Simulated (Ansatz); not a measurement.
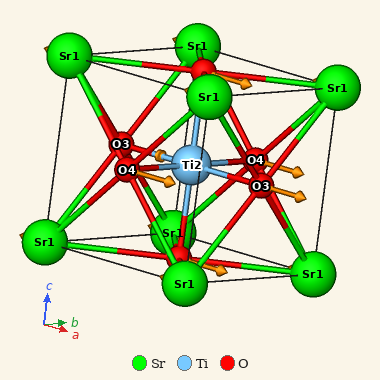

The system is SrTiO₃ (Pm-3m, No. 221; 5 atoms in the cell); the picture shows the reference structure; orange arrows give the pattern of the mode. The energy is mapped over a normal mode and a strain (zone-centre modes of the 5-atom cell of this scan) (x, y and z along the cube axes). Coordinates scanned: (1) amplitude of mode 1 (77i cm⁻¹), largest displacement in the unstrained cell; (2) equal normal strain along x and y. Nothing is relaxed (the pattern is fixed in fractional coordinates). Grid: 7 × 7 points; 28 points were computed and 21 follow by symmetry. Points are written as (first, second). Energies are in meV per cell, from the lowest grid point. The calculation used DFT PBEsol, scalar-relativistic, plane waves, PAW (Ansatz). Settings: cutoff 520 eV, k-mesh 8×8×8, gaussian smearing 0.05 eV, no spin polarisation.

Its coordinates:

```xyz
5
Lattice="3.8914 0.0000 0.0000 0.0000 3.8914 0.0000 0.0000 0.0000 3.8914" Properties=species:S:1:pos:R:3 pbc="T T T"
Sr    0.0000    0.0000    0.0000
Ti    1.9457    1.9457    1.9457
O     0.0000    1.9457    1.9457
O     1.9457    0.0000    1.9457
O     1.9457    1.9457    0.0000
```

The input of one point:

```yaml
crystal:
  lattice:
    - [3.89138154, 0.0, 0.0]
    - [0.0, 3.89138154, 0.0]
    - [0.0, 0.0, 3.89138154]
  atoms:
    - { symbol: Sr, position: [0.0024043448, 0.0, 0.0] }
    - { symbol: Ti, position: [0.505935415, 0.5, 0.5] }
    - { symbol: O, position: [-0.0096992381, 0.5, 0.5] }
    - { symbol: O, position: [0.4893868027, 0.0, 0.5] }
    - { symbol: O, position: [0.4893868027, 0.5, 0.0] }
basis:
  ecutwfc: 520.0
kpoints:
  mp_grid: { grid: [8, 8, 8] }
hamiltonian:
  xc: pbesol
  pseudopotentials: { kind: paw, azcp: { folder: soft_1 } }
scf:
  occupations: { method: gaussian, width: 0.05 }
output:
  forces: true
  stress: true
  eigenvalues: true
```

Range: amplitude of mode 1 (77i cm⁻¹), largest displacement in the unstrained cell from −0.124 to 0.124 Å; equal normal strain along x and y from −4.00 to 4.00 %.

What will the energy surface look like?

Answer. The lowest grid point is at (−0.041 Å, 0.00 %); the map holds 2 wells of about this depth. It is the only kind of minimum in the scanned range. The highest grid point, (−0.124 Å, −4.00 %), lies 477 meV above the lowest. On the interpolated surface the easiest way out of the lowest well to a well of about the same depth near (0.041 Å, 0.00 %) passes a barrier of about 0.5 meV, counted from the interpolated bottom of the well. The gap on the k-mesh is 1.9 eV at the lowest point and runs from 1.7 to 2.1 eV over the map.

```tsv
second ↓, first →	−0.124	−0.083	−0.041	0.000	0.041	0.083	0.124
4.00	191	203	224	234	224	203	191
2.67	94	90	102	109	102	90	94
1.33	45	23	25	29	25	23	45
0.00	51	9	0	0	0	9	51
−1.33	119	55	35	31	35	55	119
−2.67	258	172	139	131	139	172	258
−4.00	477	367	320	308	320	367	477
```

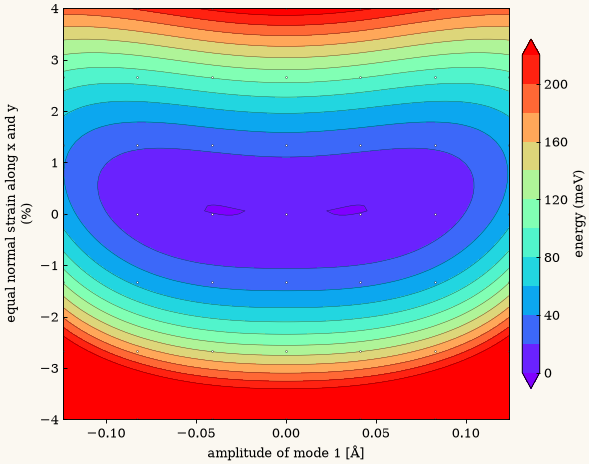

The picture shows filled contours, dots at the grid points, one colour for all values above the top of the scale. Between grid points the surface is interpolated.

The whole map (28 points run) took 9.6 min on 2 threads of Arm Neoverse N1, with other jobs on the host.
